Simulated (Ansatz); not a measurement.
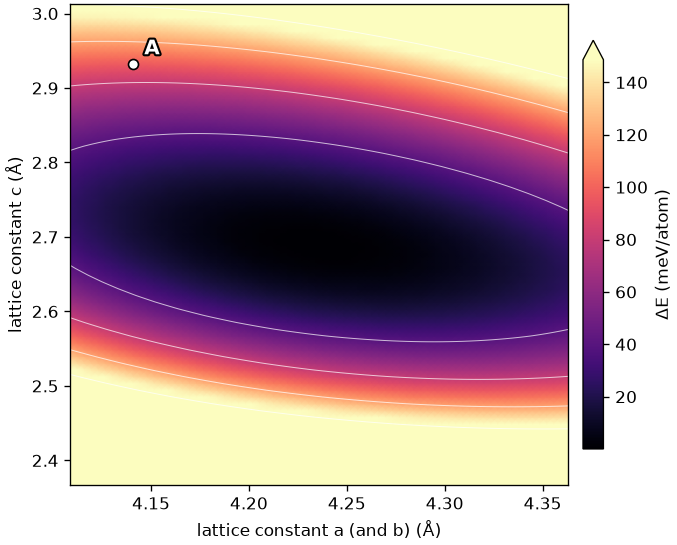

SiO₂ (P4_2/mnm, No. 136; 6 atoms in the cell). The energy is mapped over the lattice constants a and c of the conventional cell. First axis: lattice constant a (and b). Second axis: lattice constant c. Nothing is relaxed (fractional coordinates fixed). The scan uses a 9 × 9 grid. Points are written as (first, second). Energies: meV/atom, counted from the lowest grid point. The calculation used DFT PBE, scalar-relativistic, plane waves, PAW (Ansatz). Settings: cutoff 520 eV, k-mesh 6×6×8 in the order of the run's cell vectors, gaussian smearing 0.05 eV, no spin polarisation.

In the figure: a smooth colour map with a few white contour lines, one colour for all values above the top of the scale, the point A. Between grid points the surface is interpolated.

Which way does the force act at A, and how strong is it?

Answer. A, at (4.141 Å, 2.932 Å), is not a stationary point. The computed force is nearly zero along lattice constant a (and b) and 720 meV/atom for each Å towards smaller values of lattice constant c.

PAW datasets: the set soft_1.
